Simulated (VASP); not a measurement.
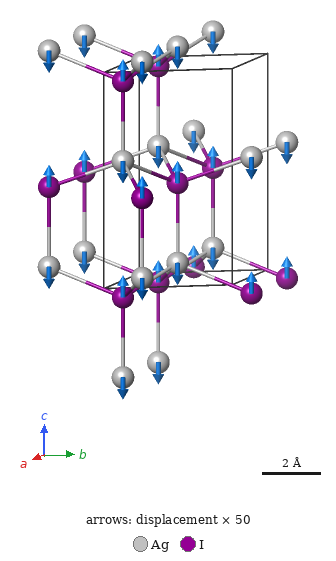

A relaxation of a crystal of AgI (set up in P6_3mc). The starting structure is drawn; blue arrows show the displacements (the part carried along by the change of the cell is left out), 50 times their true length.

A ball-and-stick model of the cell of the calculation, repeated 2 × 1 × 1 with one cell outlined, seen slightly off an axis.

The run lets cell and atoms move.

The calculation used Kohn-Sham DFT of a periodic cell, PBEsol, VASP PAW PBE potentials, recommended in VASP 6.6.1.

Input file:
```
  ALGO = Normal
  EDIFF = 1E-6
  EDIFFG = -0.01
  ENCUT = 600
  GGA = PS
  IBRION = 2
  ISIF = 3
  ISMEAR = 0
  LASPH = T
  LCHARG = F
  LREAL = F
  LWAVE = F
  NELM = 80
  NSW = 90
  PREC = Accurate
  SIGMA = 0.03
```

Command:
```bash
cat potpaw_PBE.64/Ag/POTCAR potpaw_PBE.64/I/POTCAR > POTCAR
mpirun -np 1 vasp_std > vasp.out
```

What did the optimiser do to the structure, and how much energy did it gain?

Answer. The largest moves relative to the cell, 0.015 Å, are those of Ag and I atoms. By element the largest moves are I 0.015 Å, Ag 0.015 Å. The volume changes by −2.4 %, with a = b 4.590 → 4.554 Å (−0.8 %), c 7.520 → 7.460 Å (−0.8 %). Among the contacts that change: Ag–I 2.825 → 2.792 Å, Ag–I 2.782 → 2.791 Å. The space group stays P6_3mc (No. 186). The energy falls by 2.6 meV per atom in 15 geometry steps. Largest force component: 0.079 eV/Å at the start, 0.004 eV/Å at the end. The pressure goes from −0.76 to 0.01 GPa. It ran on 1 thread of AMD EPYC 9R45 96-Core Processor (Zen 5), with other jobs on the host.
